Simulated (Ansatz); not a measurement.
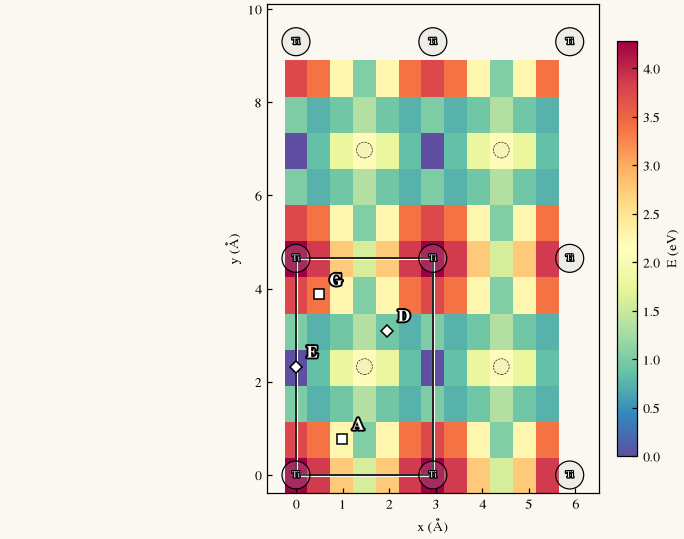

C on a Ti(100) slab cut from the P6_3/mmc phase, its upper half relaxed before the scan (6 atoms of substrate and one adsorbate in a 1 × 1 cell). 
- C is moved over the surface cell; relaxed at each place: the height of the adsorbate's atoms; substrate rigid; the origin of the map has the adsorbate above Ti6.
- Places are given modulo a cell vector. The map is drawn in real space over the plane of the surface.
- The scan uses a 6 × 6 grid; 16 points were computed and 20 follow by symmetry.
- Energies: eV, counted from the lowest grid point.
- The relaxed height changes by up to 1.1 Å between neighbouring points. With one adsorbate in each 1 × 1 cell, its nearest image is 2.9 Å away, so neighbouring adsorbates interact.
- Theory: Ansatz 0.2.0, DFT PBE, scalar-relativistic, plane waves, PAW. Settings: cutoff 420 eV, k-mesh 9×6×1, gaussian smearing 0.1 eV, no spin polarisation.

In the figure: one coloured cell a grid point, labelled circles for the atoms of the top layer and small ones for the second layer, the outline of one cell of the 2 × 2 shown, lettered points.

Is D the lowest point of the computed grid?

No. D lies 0.94 eV above the lowest grid point, which is at the trough between two rows of top atoms, (0/6, 3/6) of the cell vectors.

Rank the lettered points by energy, lowest first.

E (0.00 eV), D (0.94 eV), A (2.27 eV), G (3.38 eV).

PAW datasets: the set soft_1.
